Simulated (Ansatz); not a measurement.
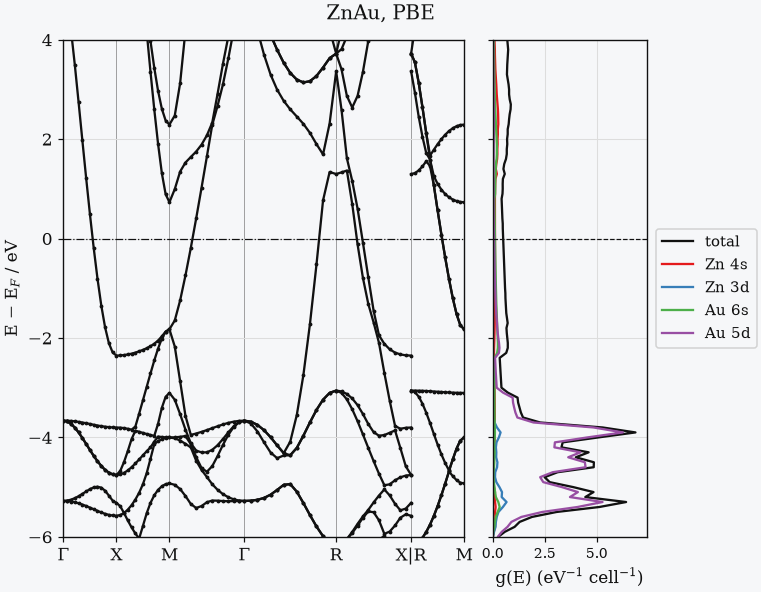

Band structure and density of states of ZnAu, space group Pm-3m, 2 atoms in the cell. Computed with Ansatz 0.2.0: DFT PBE, scalar-relativistic, plane waves, PAW, no spin polarisation, 14×14×14 k mesh, 420 eV cutoff. Energies are counted from the Fermi level. The partial curves are projected on Löwdin-orthogonalised atomic shells; they sum to less than the total at higher energies, where shells without a projector contribute.

A metal: 2 bands cross the Fermi level along this path. Bands cross the Fermi level on Γ–X, M–Γ, Γ–R, R–X and R–M, and not on X–M. The density of states at the Fermi level is about 0.5 per eV and cell (mean within 0.25 eV), or 0.25 per atom.

Spin-orbit coupling is left out, which matters for Au.
